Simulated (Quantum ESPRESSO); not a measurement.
# Magnetic state of V2O3 (Karelianite) from several starts

Wanted: the moments of V2O3 (Karelianite) and the energy of each order that was tried.

Main program and level: Quantum ESPRESSO 7.5; PBEsol; plane waves with GBRV 1.5 PBEsol potentials, no spin-orbit coupling.

**1. The starting structure**

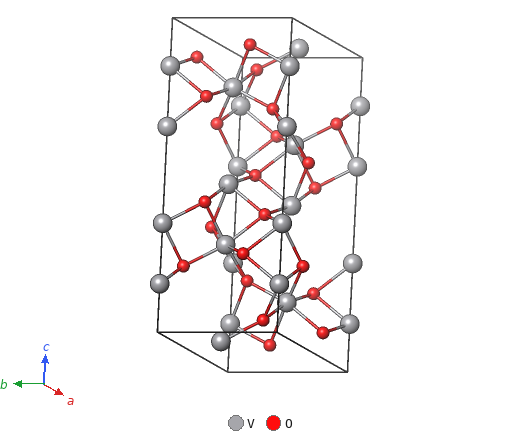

Start, viewed from a free direction; vanadium grey, oxygen red. This picture shows the conventional cell, with its axes. Some periodic images of atoms are drawn too.

The cell comes from the Crystallography Open Database.

**2. Start 1: ferro ++++**

The signs are those of the starting moments on the seeded atoms, the atoms that are given a moment.

File pw.in:

```
&CONTROL
  calculation = 'scf'
  prefix = 'pwscf'
  outdir = './tmp'
  pseudo_dir = './pseudo'
  disk_io = 'nowf'
/
&SYSTEM
  ibrav = 0
  celldm(1) = 8
  nat = 10
  ntyp = 2
  ecutwfc = 40
  ecutrho = 280
  nbnd = 62
  occupations = 'smearing'
  smearing = 'fd'
  degauss = 0.00367493
  nspin = 2
  starting_magnetization(1) = 0.1538
  starting_magnetization(2) = 0
/
&ELECTRONS
  conv_thr = 2d-08
  electron_maxstep = 150
  mixing_beta = 0.3
/
ATOMIC_SPECIES
V      50.9415 v_pbesol_v1.4.uspp.F.UPF
O      15.9990 o_pbesol_v1.2.uspp.F.UPF
CELL_PARAMETERS alat
   0.5848702355717    0.3376749879451    1.1024977165342
  -0.5848702355717    0.3376749879451    1.1024977165342
   0.0000000000000   -0.6753499758902    1.1024977165342
ATOMIC_POSITIONS crystal
V       0.3463000000    0.3463000000    0.3463000000
V       0.1537000000    0.1537000000    0.1537000000
V       0.6537000000    0.6537000000    0.6537000000
V       0.8463000000    0.8463000000    0.8463000000
O       0.5650000000    0.9350000000    0.2500000000
O       0.2500000000    0.5650000000    0.9350000000
O       0.9350000000    0.2500000000    0.5650000000
O       0.4350000000    0.0650000000    0.7500000000
O       0.7500000000    0.4350000000    0.0650000000
O       0.0650000000    0.7500000000    0.4350000000
K_POINTS automatic
6 6 6 0 0 0
```

The run is started by

```sh
$ OMP_NUM_THREADS=1 mpirun -n 4 pw.x -nk 4 -in pw.in > pw.out
```

The program printed:

```text
Program PWSCF v.7.5 starts

     Message from routine setup:
     using ibrav=0 with symmetry is DISCOURAGED, use correct ibrav instead

     K-points division:     npool     =       4
     Subspace diagonalization in iterative solution of the eigenvalue problem:

     G-vector sticks info
     --------------------
     sticks:   dense  smooth     PW     G-vecs:    dense   smooth      PW
     Sum        1917    1091    339                52895    22817    3895

     Using Slab Decomposition

     bravais-lattice index     =            0
     lattice parameter (alat)  =       8.0000  a.u.
     unit-cell volume          =     668.8940 (a.u.)^3
     number of atoms/cell      =           10
     number of atomic types    =            2
     number of electrons       =        88.00
     number of Kohn-Sham states=           62
     kinetic-energy cutoff     =      40.0000  Ry
     charge density cutoff     =     280.0000  Ry
     scf convergence threshold =      2.0E-08
     mixing beta               =       0.3000
     number of iterations used =            8  plain     mixing
     Exchange-correlation= SLA  PW   PSX  PSC
                           (   1   4  10   8   0   0   0)

     celldm(1)=   8.000000  celldm(2)=   0.000000  celldm(3)=   0.000000
     celldm(4)=   0.000000  celldm(5)=   0.000000  celldm(6)=   0.000000

     crystal axes: (cart. coord. in units of alat)
               a(1) = (   0.584870   0.337675   1.102498 )
               a(2) = (  -0.584870   0.337675   1.102498 )
               a(3) = (   0.000000  -0.675350   1.102498 )

     reciprocal axes: (cart. coord. in units 2 pi/alat)
               b(1) = (  0.854890  0.493571  0.302344 )
               b(2) = ( -0.854890  0.493571  0.302344 )
               b(3) = ( -0.000000 -0.987143  0.302344 )

     PseudoPot. # 1 for V  read from file:
     v_pbesol_v1.4.uspp.F.UPF
     Pseudo is Ultrasoft + core correction, Zval = 13.0
     Generated by new atomic code, or converted to UPF format
     Using radial grid of  853 points,  6 beta functions with:
                l(1) =   0
                l(2) =   0
                l(3) =   1
                l(4) =   1
                l(5) =   2
                l(6) =   2
     Q(r) pseudized with  8 coefficients,  rinner =    1.100   1.100   1.100
                                                       1.100   1.100

     PseudoPot. # 2 for O  read from file:
     o_pbesol_v1.2.uspp.F.UPF
     Pseudo is Ultrasoft + core correction, Zval =  6.0
     Generated by new atomic code, or converted to UPF format
     Using radial grid of  737 points,  5 beta functions with:
                l(1) =   0
                l(2) =   0
                l(3) =   1
                l(4) =   1
                l(5) =   2
     Q(r) pseudized with  8 coefficients,  rinner =    0.900   0.900   0.900
                                                       0.900   0.900

     atomic species   valence    mass     pseudopotential
     V                13.00    50.94150     V ( 1.00)
     O                 6.00    15.99900     O ( 1.00)

     Starting magnetic structure
     atomic species   magnetization
     V               0.154
     O               0.000

     12 Sym. Ops., with inversion, found ( 6 have fractional translation)

   Cartesian axes

     site n.     atom                  positions (alat units)
         1        V      tau(   1) = (  -0.0000000  -0.0000000   1.1453849  )
         2        V      tau(   2) = (   0.0000000  -0.0000000   0.5083617  )
         3        V      tau(   3) = (   0.0000000  -0.0000000   2.1621083  )
         4        V      tau(   4) = (  -0.0000000   0.0000000   2.7991315  )
         5        O      tau(   5) = (  -0.2164020   0.3376750   1.9293710  )
         6        O      tau(   6) = (  -0.1842341  -0.3562471   1.9293710  )
         7        O      tau(   7) = (   0.4006361   0.0185721   1.9293710  )
         8        O      tau(   8) = (   0.2164020  -0.3376750   1.3781221  )
         9        O      tau(   9) = (   0.1842341   0.3562471   1.3781221  )
        10        O      tau(  10) = (  -0.4006361  -0.0185721   1.3781221  )

     number of k points=    32  Fermi-Dirac smearing, width (Ry)=  0.0037
                       cart. coord. in units 2pi/alat
        k(    1) = (   0.0000000   0.0000000   0.0000000), wk =   0.0046296
        k(    2) = (  -0.0000000  -0.1645238   0.0503906), wk =   0.0277778
        k(    3) = (  -0.0000000  -0.3290475   0.1007813), wk =   0.0277778
        k(    4) = (   0.0000000   0.4935713  -0.1511719), wk =   0.0138889
        k(    5) = (  -0.1424817  -0.0822619   0.1007813), wk =   0.0277778
        [... 27 further k-points ...]

     Dense  grid:    52895 G-vectors     FFT dimensions: (  60,  60,  60)

     Smooth grid:    22817 G-vectors     FFT dimensions: (  48,  48,  48)

     Check: negative core charge=   -0.000004
     Generating pointlists ...
     new r_m :   0.1913 (alat units)  1.5302 (a.u.) for type    1
     new r_m :   0.1913 (alat units)  1.5302 (a.u.) for type    2

     Initial potential from superposition of free atoms

     starting charge      87.9954, renormalised to      88.0000

     negative rho (up, down):  9.191E-04 6.613E-04
     Starting wfcs are   64 randomized atomic wfcs

     Self-consistent Calculation

     iteration #  1     ecut=    40.00 Ry     beta= 0.30
     Davidson diagonalization with overlap
     ethr =  1.00E-02,  avg # of iterations =  3.8

     negative rho (up, down):  5.348E-04 2.479E-03

     total energy              =    -773.53385150 Ry
     estimated scf accuracy    <       2.55597651 Ry

     total magnetization       =     5.35 Bohr mag/cell
     absolute magnetization    =     5.47 Bohr mag/cell

     iteration #  2     ecut=    40.00 Ry     beta= 0.30
     Davidson diagonalization with overlap
     ethr =  2.90E-03,  avg # of iterations =  2.2

     negative rho (up, down):  0.000E+00 3.208E-03

     total energy              =    -774.05440788 Ry
     estimated scf accuracy    <       0.29487557 Ry

     total magnetization       =     5.98 Bohr mag/cell
     absolute magnetization    =     6.42 Bohr mag/cell

     iteration #  3     ecut=    40.00 Ry     beta= 0.30
     Davidson diagonalization with overlap
     ethr =  3.35E-04,  avg # of iterations =  2.3

     negative rho (up, down):  0.000E+00 4.745E-03

     total energy              =    -774.10853505 Ry
     estimated scf accuracy    <       0.05170591 Ry

     total magnetization       =     5.59 Bohr mag/cell
     absolute magnetization    =     5.91 Bohr mag/cell

     [... further iterations left out ...]

     iteration # 11     ecut=    40.00 Ry     beta= 0.30
     Davidson diagonalization with overlap
     ethr =  4.15E-09,  avg # of iterations =  1.5

     negative rho (up, down):  0.000E+00 5.241E-03

     total energy              =    -774.12119018 Ry
     estimated scf accuracy    <       0.00000006 Ry

     total magnetization       =     4.73 Bohr mag/cell
     absolute magnetization    =     4.95 Bohr mag/cell

     iteration # 12     ecut=    40.00 Ry     beta= 0.30
     Davidson diagonalization with overlap
     ethr =  7.30E-11,  avg # of iterations =  2.4

     negative rho (up, down):  0.000E+00 5.244E-03

     total energy              =    -774.12119023 Ry
     estimated scf accuracy    <       0.00000005 Ry

     total magnetization       =     4.73 Bohr mag/cell
     absolute magnetization    =     4.95 Bohr mag/cell

     iteration # 13     ecut=    40.00 Ry     beta= 0.30
     Davidson diagonalization with overlap
     ethr =  5.88E-11,  avg # of iterations =  2.4

     negative rho (up, down):  0.000E+00 5.243E-03

     total energy              =    -774.12119029 Ry
     estimated scf accuracy    <       0.00000003 Ry

     total magnetization       =     4.73 Bohr mag/cell
     absolute magnetization    =     4.95 Bohr mag/cell

     iteration # 14     ecut=    40.00 Ry     beta= 0.30
     Davidson diagonalization with overlap
     ethr =  3.13E-11,  avg # of iterations =  1.8

     negative rho (up, down):  0.000E+00 5.243E-03

     Magnetic moment per site  (integrated on atomic sphere of radius R)
     atom   1 (R=0.191)  charge=  9.7344  magn=  0.9006
     atom   2 (R=0.191)  charge=  9.7344  magn=  0.9006
     atom   3 (R=0.191)  charge=  9.7344  magn=  0.9006
     atom   4 (R=0.191)  charge=  9.7344  magn=  0.9006
     atom   5 (R=0.191)  charge=  5.4311  magn= -0.0097
     atom   6 (R=0.191)  charge=  5.4311  magn= -0.0097
     atom   7 (R=0.191)  charge=  5.4311  magn= -0.0097
     atom   8 (R=0.191)  charge=  5.4311  magn= -0.0097
     atom   9 (R=0.191)  charge=  5.4311  magn= -0.0097
     atom  10 (R=0.191)  charge=  5.4311  magn= -0.0097

     End of self-consistent calculation

     [... lines left out ...]
     the Fermi energy is    13.2636 ev

!    total energy              =    -774.12119033 Ry
     estimated scf accuracy    <          4.7E-09 Ry
     smearing contrib. (-TS)   =      -0.00284163 Ry
     internal energy E=F+TS    =    -774.11834870 Ry

     The total energy is F=E-TS. E is the sum of the following terms:
     one-electron contribution =    -273.85819916 Ry
     hartree contribution      =     182.79984116 Ry
     xc contribution           =    -121.07241524 Ry
     ewald contribution        =    -561.98757545 Ry

     total magnetization       =     4.73 Bohr mag/cell
     absolute magnetization    =     4.95 Bohr mag/cell

     convergence has been achieved in  14 iterations

=------------------------------------------------------------------------------=
   JOB DONE.
=------------------------------------------------------------------------------=
```

Elapsed: 81 s, on 4 MPI ranks of Intel Xeon Platinum 8488C (Sapphire Rapids), shared host; peak memory 0.67 GiB.

Spin moment in the atom's sphere by atom:

```tsv
atom	spin moment in the atom's sphere (μB)
V1	0.901
V2	0.901
V3	0.901
V4	0.901
O5	-0.010
O6	-0.010
O7	-0.010
O8	-0.010
O9	-0.010
O10	-0.010
```

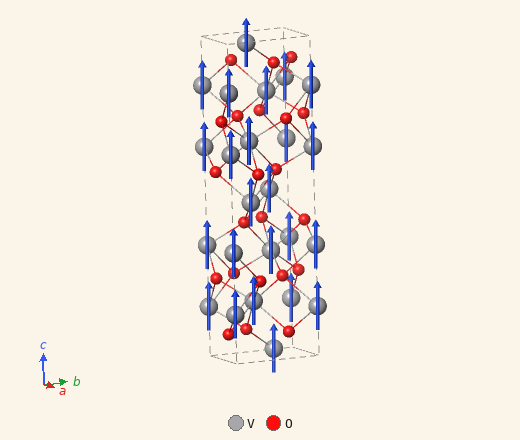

Spin moment in the atom's sphere as arrows, the longest 0.901 μB. Up and down stand for the sign. Arrows give size and sign along the axis of quantisation, drawn up and down the page. Some periodic images of atoms are drawn too.

Read from the output:

```
smearing term TS       : 0.03866 eV
magnetization          : 4.733 μB
absolute magnetization : 4.945 μB
final state            : ferromagnetic
```

**3. Start 2: antiferro +−+−**

Changes to pw.in since step 2:

```diff
@@ -11,6 +11,6 @@
   nat = 10
-  ntyp = 2
+  ntyp = 3
   ecutwfc = 40
   ecutrho = 280
-  nbnd = 62
+  nbnd = 58
   occupations = 'smearing'
@@ -20,3 +20,4 @@
   starting_magnetization(1) = 0.1538
-  starting_magnetization(2) = 0
+  starting_magnetization(2) = -0.1538
+  starting_magnetization(3) = 0
 /
@@ -28,3 +29,4 @@
 ATOMIC_SPECIES
-V      50.9415 v_pbesol_v1.4.uspp.F.UPF
+V1     50.9415 v_pbesol_v1.4.uspp.F.UPF
+V2     50.9415 v_pbesol_v1.4.uspp.F.UPF
 O      15.9990 o_pbesol_v1.2.uspp.F.UPF
@@ -35,6 +37,6 @@
 ATOMIC_POSITIONS crystal
-V       0.3463000000    0.3463000000    0.3463000000
-V       0.1537000000    0.1537000000    0.1537000000
-V       0.6537000000    0.6537000000    0.6537000000
-V       0.8463000000    0.8463000000    0.8463000000
+V1      0.3463000000    0.3463000000    0.3463000000
+V2      0.1537000000    0.1537000000    0.1537000000
+V1      0.6537000000    0.6537000000    0.6537000000
+V2      0.8463000000    0.8463000000    0.8463000000
 O       0.5650000000    0.9350000000    0.2500000000
```

The program printed:

```text
[banner, memory and clock lines left out]
Program PWSCF v.7.5 starts

     Message from routine setup:
     using ibrav=0 with symmetry is DISCOURAGED, use correct ibrav instead

     bravais-lattice index     =            0
     lattice parameter (alat)  =       8.0000  a.u.
     unit-cell volume          =     668.8940 (a.u.)^3
     number of atoms/cell      =           10
     number of atomic types    =            3
     number of electrons       =        88.00
     number of Kohn-Sham states=           58
     kinetic-energy cutoff     =      40.0000  Ry
     charge density cutoff     =     280.0000  Ry
     scf convergence threshold =      2.0E-08
     mixing beta               =       0.3000
     number of iterations used =            8  plain     mixing
     Exchange-correlation= SLA  PW   PSX  PSC
                           (   1   4  10   8   0   0   0)

     celldm(1)=   8.000000  celldm(2)=   0.000000  celldm(3)=   0.000000
     celldm(4)=   0.000000  celldm(5)=   0.000000  celldm(6)=   0.000000

     crystal axes: (cart. coord. in units of alat)
               a(1) = (   0.584870   0.337675   1.102498 )
               a(2) = (  -0.584870   0.337675   1.102498 )
               a(3) = (   0.000000  -0.675350   1.102498 )

     reciprocal axes: (cart. coord. in units 2 pi/alat)
               b(1) = (  0.854890  0.493571  0.302344 )
               b(2) = ( -0.854890  0.493571  0.302344 )
               b(3) = ( -0.000000 -0.987143  0.302344 )

     PseudoPot. # 1 for V  read from file:
     v_pbesol_v1.4.uspp.F.UPF
     Pseudo is Ultrasoft + core correction, Zval = 13.0

     PseudoPot. # 2 for V  read from file:
     v_pbesol_v1.4.uspp.F.UPF
     Pseudo is Ultrasoft + core correction, Zval = 13.0

     PseudoPot. # 3 for O  read from file:
     o_pbesol_v1.2.uspp.F.UPF
     Pseudo is Ultrasoft + core correction, Zval =  6.0

     atomic species   valence    mass     pseudopotential
     V1               13.00    50.94150     V ( 1.00)
     V2               13.00    50.94150     V ( 1.00)
     O                 6.00    15.99900     O ( 1.00)

     Starting magnetic structure
     atomic species   magnetization
     V1              0.154
     V2             -0.154
     O               0.000

      6 Sym. Ops., with inversion, found

   Cartesian axes

     site n.     atom                  positions (alat units)
         1        V1     tau(   1) = (  -0.0000000  -0.0000000   1.1453849  )
         2        V2     tau(   2) = (   0.0000000  -0.0000000   0.5083617  )
         3        V1     tau(   3) = (   0.0000000  -0.0000000   2.1621083  )
         4        V2     tau(   4) = (  -0.0000000   0.0000000   2.7991315  )
         5        O      tau(   5) = (  -0.2164020   0.3376750   1.9293710  )
         6        O      tau(   6) = (  -0.1842341  -0.3562471   1.9293710  )
         7        O      tau(   7) = (   0.4006361   0.0185721   1.9293710  )
         8        O      tau(   8) = (   0.2164020  -0.3376750   1.3781221  )
         9        O      tau(   9) = (   0.1842341   0.3562471   1.3781221  )
        10        O      tau(  10) = (  -0.4006361  -0.0185721   1.3781221  )

     number of k points=    40  Fermi-Dirac smearing, width (Ry)=  0.0037
                       cart. coord. in units 2pi/alat
        k(    1) = (   0.0000000   0.0000000   0.0000000), wk =   0.0046296
        k(    2) = (  -0.0000000  -0.1645238   0.0503906), wk =   0.0277778
        k(    3) = (  -0.0000000  -0.3290475   0.1007813), wk =   0.0277778
        k(    4) = (   0.0000000   0.4935713  -0.1511719), wk =   0.0138889
        k(    5) = (  -0.1424817  -0.0822619   0.1007813), wk =   0.0277778
        [... 35 further k-points ...]

     Dense  grid:    52895 G-vectors     FFT dimensions: (  60,  60,  60)

     Smooth grid:    22817 G-vectors     FFT dimensions: (  45,  45,  45)

     Check: negative core charge=   -0.000004
     Generating pointlists ...
     new r_m :   0.1913 (alat units)  1.5302 (a.u.) for type    1
     new r_m :   0.1913 (alat units)  1.5302 (a.u.) for type    2
     new r_m :   0.1913 (alat units)  1.5302 (a.u.) for type    3

     Initial potential from superposition of free atoms

     starting charge      87.9954, renormalised to      88.0000

     negative rho (up, down):  7.902E-04 7.902E-04
     Starting wfcs are   64 randomized atomic wfcs

     Self-consistent Calculation

     iteration #  1     ecut=    40.00 Ry     beta= 0.30
     Davidson diagonalization with overlap
     ethr =  1.00E-02,  avg # of iterations =  2.0

     negative rho (up, down):  1.494E-03 1.494E-03

     total energy              =    -773.51668422 Ry
     estimated scf accuracy    <       2.59467362 Ry

     total magnetization       =    -0.00 Bohr mag/cell
     absolute magnetization    =     6.04 Bohr mag/cell

     iteration #  2     ecut=    40.00 Ry     beta= 0.30
     Davidson diagonalization with overlap
     ethr =  2.95E-03,  avg # of iterations =  2.0

     negative rho (up, down):  1.704E-03 1.704E-03

     total energy              =    -774.06271455 Ry
     estimated scf accuracy    <       0.22454720 Ry

     total magnetization       =     0.00 Bohr mag/cell
     absolute magnetization    =     6.56 Bohr mag/cell

     [... further iterations left out ...]

     iteration # 13     ecut=    40.00 Ry     beta= 0.30
     Davidson diagonalization with overlap
     ethr =  5.57E-11,  avg # of iterations =  3.7

     negative rho (up, down):  3.007E-03 3.007E-03

     total energy              =    -774.11484267 Ry
     estimated scf accuracy    <       0.00000003 Ry

     total magnetization       =     0.00 Bohr mag/cell
     absolute magnetization    =     6.04 Bohr mag/cell

     iteration # 14     ecut=    40.00 Ry     beta= 0.30
     Davidson diagonalization with overlap
     ethr =  2.85E-11,  avg # of iterations =  2.2

     negative rho (up, down):  3.007E-03 3.007E-03

     Magnetic moment per site  (integrated on atomic sphere of radius R)
     atom   1 (R=0.191)  charge=  9.7390  magn=  1.1039
     atom   2 (R=0.191)  charge=  9.7391  magn= -1.1038
     atom   3 (R=0.191)  charge=  9.7390  magn=  1.1039
     atom   4 (R=0.191)  charge=  9.7391  magn= -1.1038
     atom   5 (R=0.191)  charge=  5.4361  magn= -0.0000
     atom   6 (R=0.191)  charge=  5.4361  magn= -0.0000
     atom   7 (R=0.191)  charge=  5.4361  magn= -0.0000
     atom   8 (R=0.191)  charge=  5.4361  magn= -0.0000
     atom   9 (R=0.191)  charge=  5.4361  magn= -0.0000
     atom  10 (R=0.191)  charge=  5.4361  magn= -0.0000

     End of self-consistent calculation

     [... lines left out ...]
     the Fermi energy is    13.2930 ev

!    total energy              =    -774.11484270 Ry
     estimated scf accuracy    <          7.1E-09 Ry
     smearing contrib. (-TS)   =      -0.00699651 Ry
     internal energy E=F+TS    =    -774.10784619 Ry

     The total energy is F=E-TS. E is the sum of the following terms:
     one-electron contribution =    -273.97332783 Ry
     hartree contribution      =     183.04014036 Ry
     xc contribution           =    -121.18708327 Ry
     ewald contribution        =    -561.98757545 Ry

     total magnetization       =     0.00 Bohr mag/cell
     absolute magnetization    =     6.04 Bohr mag/cell

     convergence has been achieved in  14 iterations
```

Elapsed: 92 s, on 4 MPI ranks; peak memory 0.8 GiB.

[end of part 1 of 2]

[Logs and program files are shortened in this print: banners, set-up blocks, solver, clock and traceback lines can be left out without a mark of their own.]

[Logs are printed without paths, hosts, clocks, repeated set-up lines and the standing remarks that a program may print on its own settings, such as how far it seeks lower states.]

[Hosts, paths, dates, database ids (printed as entryN), source tags and the programs' standing remarks are cut or masked in the printed files.]

[Where a cell is said to come from a database of computed structures, the database is the Materials Project.]
